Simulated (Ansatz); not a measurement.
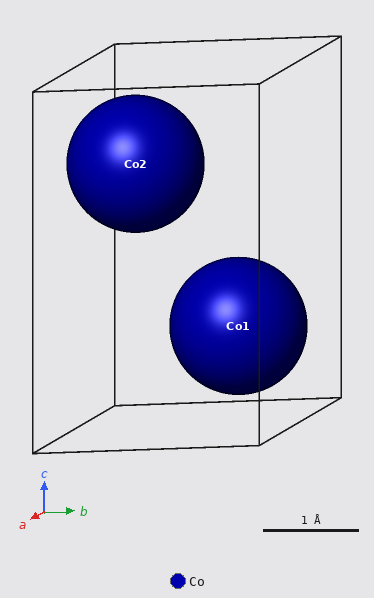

Fig. 1: The structure as given in the input (spheres-only view of the cell of the calculation, seen slightly off an axis; atoms are numbered from 1 in the order of the input).

# Run report: Co, geometry relaxation

The run: geometry relaxation of Co (P6₃/mmc, 2 atoms in the cell). Method and program: DFT PBE, scalar-relativistic, plane waves, PAW, spin-polarised (Ansatz 0.2.0).

The structure derives from an entry of the Crystallography Open Database. It belongs to a series of runs on one base structure; here: volume × 0.91, shape and atoms relaxed. Figures and captions count atoms from 1; the log counts them from 0 in places.

Input:
```yaml
crystal:
  lattice:
    - [2.4163163337, 0.0, 0.0]
    - [-1.2081581668, 2.0925913285, 0.0]
    - [0.0, 0.0, 3.9050564791]
  atoms:
    - { symbol: Co, position: [0.3333333333, 0.6666666667, 0.25], spin: 1.84 }
    - { symbol: Co, position: [0.6666666667, 0.3333333333, 0.75], spin: 1.84 }
basis:
  ecutwfc: 420
kpoints:
  mp_grid: { grid: [18, 18, 10] }
hamiltonian:
  xc: pbe
scf:
  occupations: { method: gaussian, width: 0.1 }
output:
  forces: true
  stress: true
  eigenvalues: true
  populations: true
  write_density: true
  write_potential: true
  elf: true
  volumetric_format: npy
magnetization:
  spin_polarized: true
relax:
  adjacent_minimum: "off"
  f_tol: 0.01
  max_steps: 30
  cell: { stress_tol: 0.1, fix: [volume] }
```

Run on 1 thread of Arm Neoverse V2, 24 GiB of memory available, shared host.

Command:
```bash
ansatz run input.yaml --threads 1 --pin off --max-ram 2560MiB --backend cpu --events-out ev --progress --plain --runs-dir out
```

What the program printed:
```
Engine: ansatz 0.2.0, aarch64-unknown-linux-gnu
Pseudopotentials: kind: paw
Pseudopotential: Co, paw, valence charge 17, recommended cutoff 420 eV (normal), Co.paw.azcp
Functional definition: PBE
  parameter kappa = 0.804
  parameter beta = 0.06672455060314922
  exchange = pbe_x(kappa = kappa, mu = beta*pi^2/3)
  correlation = pbe_c(beta = beta)
Crystal: 2 atoms, lattice volume = 19.745 Å³
Basis set: ecut = 420 eV, 379 PW (Γ), exchange–correlation on 36×36×54 points (8 copies of the dense FFT grid, shifted against one another)
Bands: 23, of which v1, the nominal top of the filled ones, is band 17 counted from 1 (16 counted from 0)
Symmetry: 24 space group operations
Space group: P63/mmc (ITA 194), of the structure as read, at distance tolerance 2.7e-5 Å
Magnetic group: BNS 194.263 (UNI 1493), of the structure as read, at distance tolerance 2.7e-5 Å
k-points: 222 of 3240
Non-local potential: Co, projectors of the file, l = 0: 3, l = 1: 2, l = 2: 3, l = 3: 1
PAW form: soft (Blöchl's): semilocal exchange-correlation on the pseudo side does not see the compensation charge
PAW one-centre angular grid: Co, 590 points (default); XC on 64 Gauss nodes
Initial density: superposition of atomic densities (chi_scale 0.1, normalization cell)
Starting moments: Σ|m| = 3.68 μB on 2 of 2 sites
Initial wavefunctions: pseudopotential atomic-orbital guess
Functional: x = pbe(κ = 0.804, μ = 0.2195149727645171), c = pbe(β = 0.06672455060314922)
SCF iter   1: F=—  HF=-10251.339084 eV  |F-HF|=—  |Δ(HF+E_count)|=         —  Δρ=1.04e-1 (↑5.80e-2 ↓1.04e-1)  dr2=2.94e0  dr2_m=1.14e-1  M=3.319 μB ∫|m|=3.447 μB  β_m=0.30  ethr=3.10e-3  ⟨swp⟩=4.6  Hψ=37292  notcnv=0
Mixer restart at iter 1: flushing history
preconditioner: auto → none  [metal: Δε(μ)=0.005 eV  Ē_g=9.912 eV  σ=0.100 eV  W_gap=0.03  n_scr=2 (ndim 8)  ℏωp=35.5 eV  f_vac=0.000  D(μ)=1.39/eV (n_scr^D=22)  sad-step TF]
SCF iter   2: F=—  HF=-10250.457447 eV  |F-HF|=—  |Δ(HF+E_count)|=   8.82e-1  Δρ=3.95e-2 (↑1.31e-2 ↓3.95e-2)  dr2=2.18e-1  dr2_m=9.00e-2  M=3.306 μB ∫|m|=3.478 μB  β_m=0.35  ethr=3.10e-3  ⟨swp⟩=2.7  Hψ=20163  notcnv=0  defer=630
SCF iter   3: F=—  HF=-10251.197128 eV  |F-HF|=—  |Δ(HF+E_count)|=         —  Δρ=1.83e-2 (↑1.83e-2 ↓8.08e-3)  dr2=2.16e-2  dr2_m=1.91e-2  M=3.220 μB ∫|m|=3.426 μB  β_m=0.35  ethr=6.42e-4  ⟨swp⟩=2.1  Hψ=13936  notcnv=0  defer=631
Mixer restart at iter 3: flushing history
SCF iter   4: F=—  HF=-10251.648227 eV  |F-HF|=—  |Δ(HF+E_count)|=   4.51e-1  Δρ=1.08e-2 (↑1.08e-2 ↓5.67e-3)  dr2=1.10e-2  dr2_m=6.92e-3  M=3.185 μB ∫|m|=3.412 μB  β_m=0.58  ethr=6.37e-5  ⟨swp⟩=2.6  Hψ=19173  notcnv=0  defer=631
SCF iter   5: F=—  HF=-10252.105075 eV  |F-HF|=—  |Δ(HF+E_count)|=   4.57e-1  Δρ=7.48e-3 (↑5.26e-3 ↓7.48e-3)  dr2=1.82e-2  dr2_m=1.24e-3  M=3.120 μB ∫|m|=3.385 μB  β_m=0.79  ethr=3.23e-5  ⟨swp⟩=2.1  Hψ=20523  notcnv=0  defer=608
SCF iter   6: F=—  HF=-10252.163490 eV  |F-HF|=—  |Δ(HF+E_count)|=   5.84e-2  Δρ=5.78e-3 (↑5.78e-3 ↓3.06e-3)  dr2=5.60e-3  dr2_m=5.45e-4  M=3.102 μB ∫|m|=3.378 μB  β_m=0.72  ethr=3.23e-5  ⟨swp⟩=2.0  Hψ=20801  notcnv=0  defer=606
SCF iter   7: F=—  HF=-10252.165517 eV  |F-HF|=—  |Δ(HF+E_count)|=   2.03e-3  Δρ=1.13e-3 (↑1.13e-3 ↓1.10e-3)  dr2=5.47e-4  dr2_m=4.76e-6  M=3.096 μB ∫|m|=3.377 μB  β_m=0.69  ethr=1.65e-5  ⟨swp⟩=2.8  Hψ=20183  notcnv=0  defer=601
SCF iter   8: F=—  HF=-10252.166061 eV  |F-HF|=—  |Δ(HF+E_count)|=   5.44e-4  Δρ=2.92e-4 (↑2.92e-4 ↓2.77e-4)  dr2=3.51e-5  dr2_m=2.68e-7  M=3.094 μB ∫|m|=3.377 μB  β_m=0.85  ethr=1.61e-6  ⟨swp⟩=2.0  Hψ=13810  notcnv=0  defer=604
SCF iter   9: F=—  HF=-10252.166089 eV  |F-HF|=—  |Δ(HF+E_count)|=   2.84e-5  Δρ=2.02e-5 (↑2.02e-5 ↓1.82e-5)  dr2=5.80e-8  dr2_m=3.55e-9  M=3.094 μB ∫|m|=3.377 μB  β_m=0.86  ethr=1.03e-7  ⟨swp⟩=2.0  Hψ=17370  notcnv=0  defer=604
SCF iter  10: F=-10252.166089 eV  HF=-10252.166089 eV  |F-HF|=8.54e-9  |Δ(HF+E_count)|=   6.76e-8  Δρ=5.73e-6 (↑5.45e-6 ↓5.73e-6)  dr2=9.27e-9  dr2_m=9.23e-11  M=3.094 μB ∫|m|=3.377 μB  ethr=1.70e-10  ⟨swp⟩=8.3  Hψ=64596  notcnv=0
the search or the solves at the SCF's close seem to have found levels that the self-consistency loop had missed (the run counts 1). By its estimate they hold under 1e-12 electrons; where the run keeps them, the occupations were computed again with them
SCF 1 converged in 10 iterations: F = -10252.166089 eV  dr2 = 9.27e-9
  greatest PAW one-centre occupation: 1.001 electrons in one spin orbital (limit 2), on the Co atom at site 1 (counted from 0), in its partial waves of l = 1
relax step   1: F+E_penalty+E_count = -10252.16608925 eV  Δ(F+E_penalty+E_count) = +0.000e0 eV  max|allowed force component| = 3.701e-17 eV/Å  Δτ_max = 0.0000 Å  P = +25.686 GPa  Ω = 19.745 Å³  fix = [volume]  reactions: volume +25.686 GPa  (10 SCF iters, dr2 threshold 1.00e-7 eV, accepted)
Initial density: handed on by an earlier stage of this run
Starting moments: Σ|m| = 3.68 μB on 2 of 2 sites; this step starts from the density that it was given
Initial wavefunctions: those handed on with the density
iter 1 solved again at ethr=9.81e-11 eV; its pass at ethr=3.10e-3 eV (dr2=3.34e-8 eV) is discarded
SCF iter   1: F=—  HF=-10252.166092 eV  |F-HF|=—  |Δ(HF+E_count)|=         —  Δρ=1.74e-5 (↑1.26e-5 ↓1.74e-5)  dr2=5.98e-8  dr2_m=2.06e-8  M=3.093 μB ∫|m|=3.377 μB  β_m=0.65  ethr=9.81e-11  ⟨swp⟩=3.0  Hψ=56159  notcnv=0
preconditioner: auto → none  [metal: Δε(μ)=0.003 eV  Ē_g=10.295 eV  σ=0.100 eV  W_gap=0.02  n_scr=2 (ndim 8)  ℏωp=35.5 eV  f_vac=0.000  D(μ)=1.59/eV (n_scr^D=22)]
SCF iter   2: F=—  HF=-10252.166092 eV  |F-HF|=—  |Δ(HF+E_count)|=   5.19e-9  Δρ=8.77e-6 (↑3.47e-6 ↓8.77e-6)  dr2=1.05e-8  dr2_m=3.41e-9  M=3.093 μB ∫|m|=3.377 μB  β_m=0.58  ethr=9.81e-11  ⟨swp⟩=2.1  Hψ=14995  notcnv=0
SCF iter   3: F=-10252.166092 eV  HF=-10252.166092 eV  |F-HF|=1.41e-8  |Δ(HF+E_count)|=   5.52e-9  Δρ=6.92e-6 (↑6.92e-6 ↓6.25e-6)  dr2=1.48e-8  dr2_m=8.12e-10  M=3.093 μB ∫|m|=3.377 μB  ethr=3.09e-11  ⟨swp⟩=5.0  Hψ=57445  notcnv=0
SCF 2 converged in 3 iterations: F = -10252.166092 eV  dr2 = 1.48e-8
relax step   2: F+E_penalty+E_count = -10252.16609198 eV  Δ(F+E_penalty+E_count) = -2.723e-6 eV  max|allowed force component| = 2.082e-17 eV/Å  Δτ_max = 0.0000 Å  P = +25.686 GPa  Ω = 19.745 Å³  energy of the carried Pulay correction = +3.006e-8 eV  fix = [volume]  reactions: volume +25.686 GPa  (3 SCF iters, dr2 threshold 4.50e-8 eV, accepted)
Initial wavefunctions: pseudopotential atomic-orbital guess (no wavefunctions were taken with the density)
iter 1 solved again at ethr=3.51e-9 eV; its pass at ethr=3.10e-3 eV (dr2=1.19e-6 eV) is discarded
SCF iter   1: F=—  HF=-10252.166090 eV  |F-HF|=—  |Δ(HF+E_count)|=         —  Δρ=5.88e-6 (↑5.88e-6 ↓4.44e-6)  dr2=7.98e-9  dr2_m=9.72e-10  M=3.093 μB ∫|m|=3.377 μB  β_m=0.65  ethr=3.51e-9  ⟨swp⟩=4.1  Hψ=75086  notcnv=0
SCF iter   2: F=—  HF=-10252.166090 eV  |F-HF|=—  |Δ(HF+E_count)|=   8.69e-8  Δρ=6.18e-6 (↑6.18e-6 ↓5.46e-6)  dr2=1.24e-8  dr2_m=1.68e-10  M=3.093 μB ∫|m|=3.377 μB  β_m=0.30  ethr=2.35e-11  ⟨swp⟩=2.0  Hψ=17879  notcnv=0
SCF iter   3: F=—  HF=-10252.166090 eV  |F-HF|=—  |Δ(HF+E_count)|=   4.47e-9  Δρ=1.90e-6 (↑5.79e-7 ↓1.90e-6)  dr2=1.14e-10  dr2_m=2.34e-10  M=3.093 μB ∫|m|=3.377 μB  β_m=0.65  ethr=2.35e-11  ⟨swp⟩=2.9  Hψ=17894  notcnv=0
SCF iter   4: F=—  HF=-10252.166090 eV  |F-HF|=—  |Δ(HF+E_count)|=  3.24e-10  Δρ=2.41e-7 (↑2.41e-7 ↓1.85e-7)  dr2=6.85e-12  dr2_m=4.23e-12  M=3.093 μB ∫|m|=3.377 μB  β_m=0.64  ethr=1.00e-12  ⟨swp⟩=2.4  Hψ=16700  notcnv=0
SCF iter   5: F=-10252.166090 eV  HF=-10252.166090 eV  |F-HF|=1.82e-12  |Δ(HF+E_count)|=  1.82e-12  Δρ=7.01e-8 (↑3.89e-8 ↓7.01e-8)  dr2=3.23e-13  dr2_m=3.09e-13  M=3.093 μB ∫|m|=3.377 μB  ethr=1.00e-12  ⟨swp⟩=4.0  Hψ=41975  notcnv=0
SCF 3 converged in 5 iterations: F = -10252.166090 eV  dr2 = 3.23e-13
relax step   3: F+E_penalty+E_count = -10252.16608981 eV  Δ(F+E_penalty+E_count) = +2.168e-6 eV  max|allowed force component| = 2.544e-17 eV/Å  Δτ_max = 0.0000 Å  P = +25.687 GPa  Ω = 19.745 Å³  fix = [volume]  reactions: volume +25.687 GPa  stress off target by 7.54e-2 GPa on what of the cell is left free  SCF on the basis re-selected at this cell (its energy is not comparable with the rows above)  (5 SCF iters)
```

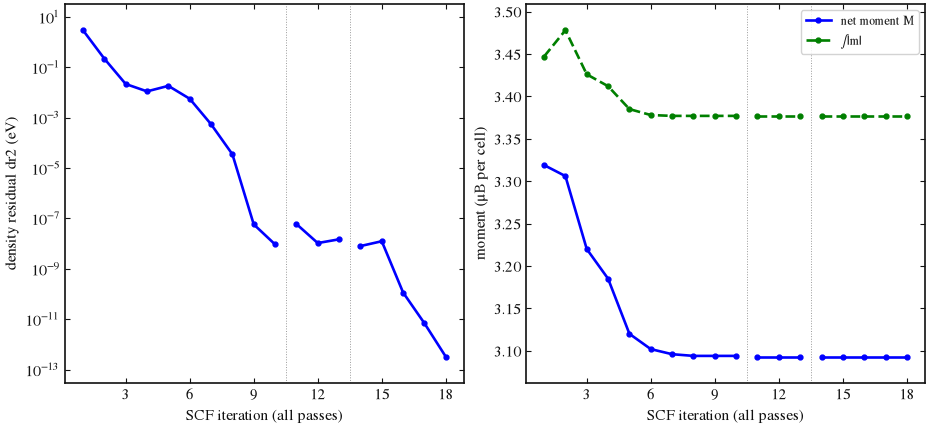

Fig. 2: Convergence of the self-consistent field: density residual dr2 and magnetic moment against the SCF iteration. The dotted lines part the SCF passes of the relaxation: geometry steps, rejected trials and re-solves on a re-selected basis. The passes take 10, 3 and 5 iterations. The net moment goes from 3.3 to 3.1 μB per cell.

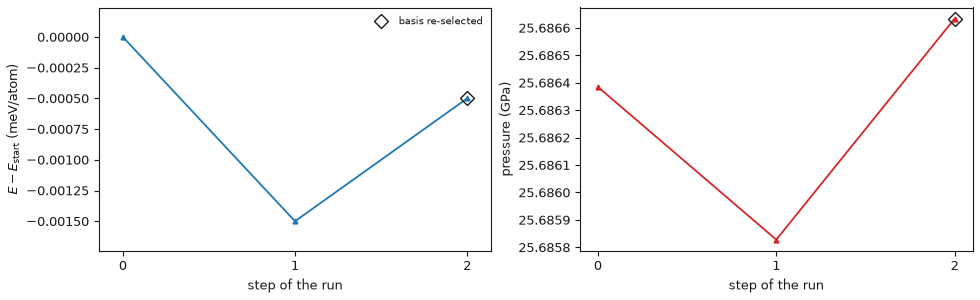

Fig. 3: Progress of the relaxation, step by step (the first geometry is step 0 here and step 1 in the log). The atoms keep their places (all moves are under 0.005 Å). The cell doesn't change. The space group stays P6_3/mmc (No. 194). After 1 geometry step the energy has fallen by next to nothing (0.0 meV per atom). All forces vanish by symmetry. Pressure: 25.69 GPa at the start and 25.69 GPa at the end. A last SCF at the same geometry on a re-selected plane-wave basis shifts the energy by +0.0 meV per atom. (Atoms are counted from 1 in the order of the input.)

```
basis re-selected at this cell: Δ(F+E_penalty+E_count) = +2.168e-6 eV, ΔP = +0.001 GPa vs the last step (what re-selecting the basis moved, of the pressure what is left beyond the Pulay correction that the steps carried, after the strain that the cell walked since its last selection, with what the two solves' SCF thresholds leave and, on support functions, any second-order correction that the steps lacked; it is no measure of the basis error at this ecutwfc). This SCF's stress stands 7.54e-2 GPa from its target on what of the cell is left free (relax.cell.stress_tol is 1.00e-1 GPa) and its largest allowed force component is 2.54e-17 eV/Å (relax.f_tol is 1.00e-2 eV/Å): within both
SCF converged after 5 iterations
Magnetization: 3.0935 μB (18.5467 up, 15.4533 down)
Absolute magnetization: 3.3785 μB (∫|ρ↑−ρ↓|, with the PAW one-centre terms)
Spin contamination: 0.0451 ħ² per cell (⟨S²⟩ above its minimum at these occupations)
Per-site moments (μB) at R_I (Å): [(1.6127388445200745, 0.9898083068066059), (1.6127388445200748, 0.9898083068066059)]
Free energy (F): -10252.166090 eV
Harris-Foulkes:  -10252.166090 eV  (|F-HF|=1.82e-12)
Internal energy: -10252.158132 eV  (E = F + TS)
E sigma→0 (E₀):  -10252.162111 eV
Entropy (-TS):   -0.007958 eV (-3.979 meV/atom)
Fermi energy:    20.896833 eV
--- Per-component energies (eV) ---
  E_band       = -416.999483
  E_kinetic    = 913.722823
  E_local      = -5393.587338  (includes V_loc(G=0)·N_el)
  E_nonlocal   = 908.159801
  E_hartree    = 2273.477029
  E_xc         = -320.265857
  E_vxc        = -413.455290  (∫ρ·V_xc dr)
  E_paw        = -3031.128428  (= ΣΔE_a)
  E_vpaw       = -978.793784  (= ΣTr[D̂ρ^β])
  E_aug_tail   = 0.000217  (compensation charges beyond the density's cutoff)
  E_ewald      = -5602.536377
  E_smearing   = -0.007958  (= −TS)
  E_closure    = -0.000000  (closes the sum)
  Σ components = -10252.166090   (vs F -10252.166090, Δ=0.00e0)
--- Forces (eV/Å), atoms counted from 1 ---
  atom   1  Co    -0.00000000     0.00000000     0.00000000
  atom   2  Co     0.00000000    -0.00000000    -0.00000000
  max |Σ_I F_I| component: 1.62e-17 eV/Å
--- Stress (GPa, compression-positive) ---
       25.724312       0.000000      -0.000000
        0.000000      25.724312      -0.000000
       -0.000000      -0.000000      25.611278
  P = ⅓ Tr σ = 25.6866 GPa (256.866 kbar)
--- Band table (eV; the first three rows and the last of 444) ---
  k-point 0 ↑: bands = ["-75.2007", "-75.1136", "-38.6577", "-38.2657", "-38.2657", "-38.1998", "-38.1998", "-38.1953", "11.3228", "15.2595", "18.1525", "18.1684", "18.1684", "18.5401", "18.5401", "18.9467", "18.9467", "20.2375", "20.2375", "20.7008", "28.1125", "43.4371", "46.7907"]
  k-point 1 ↑: bands = ["-75.1986", "-75.1158", "-38.6466", "-38.2641", "-38.2641", "-38.2069", "-38.2014", "-38.2014", "11.4319", "15.2433", "18.1211", "18.1350", "18.1350", "18.5070", "18.5070", "19.0226", "19.0226", "20.2324", "20.2324", "20.2919", "28.7212", "43.3841", "46.3499"]
  k-point 2 ↑: bands = ["-75.1924", "-75.1220", "-38.6144", "-38.2594", "-38.2594", "-38.2403", "-38.2061", "-38.2061", "11.7541", "15.1647", "18.0341", "18.0729", "18.0729", "18.4187", "18.4187", "19.2073", "19.2073", "19.3970", "20.2087", "20.2087", "30.2410", "43.1086", "44.7565"]
  k-point 221 ↓: bands = ["-73.1114", "-73.1114", "-36.6396", "-36.6396", "-36.5363", "-36.5363", "-36.3353", "-36.3353", "17.8921", "17.8921", "17.9825", "17.9825", "18.8952", "18.8952", "20.6434", "20.6434", "22.1112", "22.1112", "27.7871", "27.7871", "29.5749", "29.5749", "32.1362"]
--- Relaxed structure (2 steps of the walk, 2 accepted, 1 SCFs on fresh bases) ---
  F+E_penalty+E_count = -10252.16608981 eV   max|allowed force component| = 2.544e-17 eV/Å   (the final SCF, on the basis selected at the relaxed cell)
  cell:  # Å, volume = 19.7454 Å³
    - [2.416484836734135, -2.8869523001627073e-11, -3.117715737926304e-21]
    - [-1.2082424183420657, 2.0927372564860875, 1.5588578689311435e-21]
    - [-5.038601888653785e-21, 4.637615205101382e-34, 3.904511893794573]
  atoms:
    - { symbol: Co, position: [0.3333333333333332, 0.6666666666666664, 0.24999999999999994] }
    - { symbol: Co, position: [0.6666666666666665, 0.3333333333333332, 0.7499999999999998] }
--- Löwdin populations: 2 sites ---
  site symbol       q [e]    m [muB]
     0     Co     16.7878     1.6035
     1     Co     16.7878     1.6035
  spilling = 0.012480 (of n_electrons = 34.000000)
```

File populations.tsv:
```
# site	symbol	l	j	q_up	q_dn
# orbitals = lowdin
# n_electrons = 34.000000
# spilling = 0.012480
0	Co	0_3S	-	0.992047	0.992395
0	Co	0_4S	-	0.451058	0.489226
0	Co	1_3P	-	2.998518	2.998467
0	Co	2_3D	-	4.754056	3.112076
1	Co	0_3S	-	0.992047	0.992395
1	Co	0_4S	-	0.451058	0.489226
1	Co	1_3P	-	2.998518	2.998467
1	Co	2_3D	-	4.754056	3.112076
```

Trajectory as extended XYZ (Å, eV, eV/Å), 3 frames, from step=1 to step=3:
```
2
Lattice="2.4163 0.0000 0.0000 -1.2082 2.0926 0.0000 0.0000 0.0000 3.9051" Properties=species:S:1:pos:R:3:forces:R:3 step=1 energy=-10252.16609 pressure_GPa=25.69
Co    0.0000    1.3951    0.9763    0.0000   0.0000   0.0000
Co    1.2082    0.6975    2.9288    0.0000   0.0000   0.0000
2
Lattice="2.4165 0.0000 0.0000 -1.2082 2.0927 0.0000 0.0000 0.0000 3.9045" Properties=species:S:1:pos:R:3:forces:R:3 step=2 energy=-10252.16609 pressure_GPa=25.69
Co    0.0000    1.3952    0.9761    0.0000   0.0000   0.0000
Co    1.2082    0.6976    2.9284    0.0000   0.0000   0.0000
2
Lattice="2.4165 0.0000 0.0000 -1.2082 2.0927 0.0000 0.0000 0.0000 3.9045" Properties=species:S:1:pos:R:3:forces:R:3 step=3 energy=-10252.16609 pressure_GPa=25.69
Co    0.0000    1.3952    0.9761    0.0000   0.0000   0.0000
Co    1.2082    0.6976    2.9284    0.0000   0.0000   0.0000
```

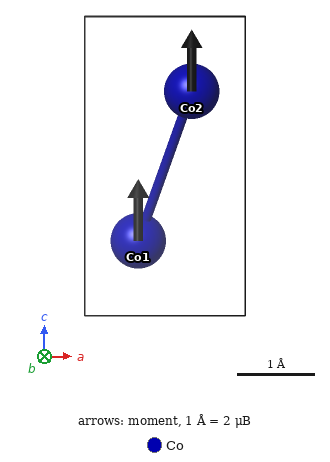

Fig. 4: Magnetic moments of the sites as black arrows (ball-and-stick view of the cell of the calculation, along the b axis; atoms are numbered from 1 in the order of the input); small moments hardly show. The run is collinear, so the axis drawn is arbitrary. Site moments: Co1, Co2 (1.61 μB). They are counted near the atoms and needn't add up to the moment of the cell.

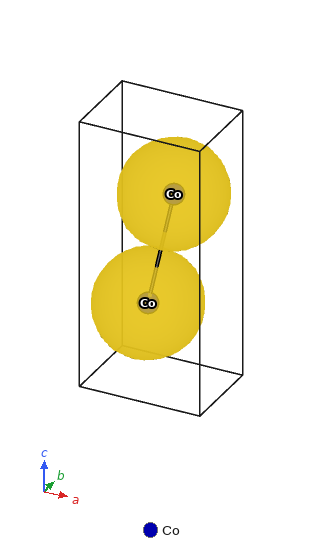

Fig. 5: Isosurfaces of the spin density at +0.1 (yellow) and −0.1 e/Å³ (cyan), seen slightly off an axis. Sticks mark near contacts. The outline is the cell set on symmetry axes. The cell of the calculation (2 atoms) carries 3.1 μB net. Only one sign reaches the isovalue. The fields are those of the smooth PAW valence density.

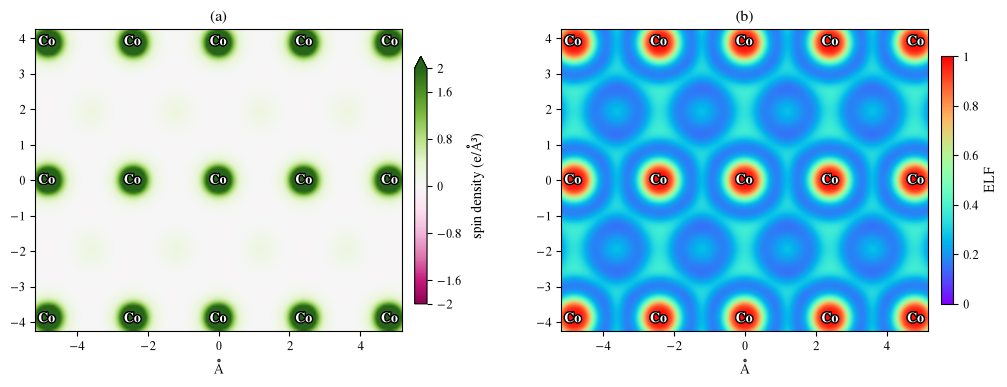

Fig. 6: (a) spin density; (b) ELF on the (010) plane of the conventional cell. The plane passes through Co nuclei. Co–Co (2.42 Å): the ELF is about 0.25 at the midpoint; no localised pair between them. The strong features right at Co lie inside the PAW spheres (semicore, d or f shells) and say nothing about bonding. The cell of the calculation (2 atoms) carries 3.1 μB net.

Results in brief:

- outcome: converged
- space group (tolerance 0.01 Å): P6₃/mmc (194)
- electrons treated: 34
- free energy: −10252.1661 eV
- Fermi energy: 20.897 eV
- gap on the k-point mesh: none (metallic)
- net moment of the cell: 3.09 μB
- integrated absolute moment: 3.38 μB
- pressure: 25.69 GPa
- final volume: 19.75 Å³
- largest force (length of the vector) at the end: under 0.001 eV/Å
- final cell: a = 2.416 Å, b = 2.416 Å, c = 3.905 Å, α = 90.00°, β = 90.00°, γ = 120.00°
- wall time: 33 s
- peak memory: 0.44 GiB

The cell is under a pressure of 26 GPa at this level, so it is not at its equilibrium volume.
